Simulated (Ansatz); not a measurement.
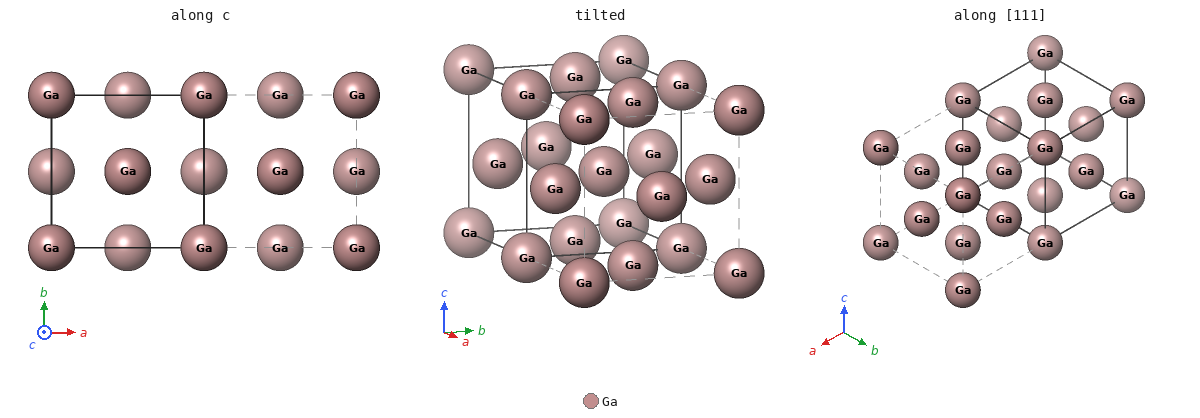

View along the c axis, slightly off an axis and along [111], drawn as a spheres-only model. The drawing covers 2×1×1 cells, and the solid lines enclose one conventional unit cell. Cell: a = 4.656 Å, b = 4.656 Å, c = 4.656 Å, α = 90.00°, β = 90.00°, γ = 90.00°.

Characterise what is shown.

- The element is gallium.
- Symmetry: Fm-3m (No. 225), face-centred cubic lattice.
- Its structure type: face-centred cubic (Cu type).
- The cell holds four atoms.
- Each Ga is bonded to twelve Ga in a cuboctahedral arrangement at about 3.3 Å.

Its origin is a structure listed in the Materials Project, with elements exchanged, so it need not be a known form of the compound. The cell was then strained or its atoms displaced on purpose. It was run through Ansatz as a DFT input.

At this level of theory the cell isn't at rest (stretched, at -7 GPa), so its distances can differ from those at equilibrium, the more so the softer the solid.
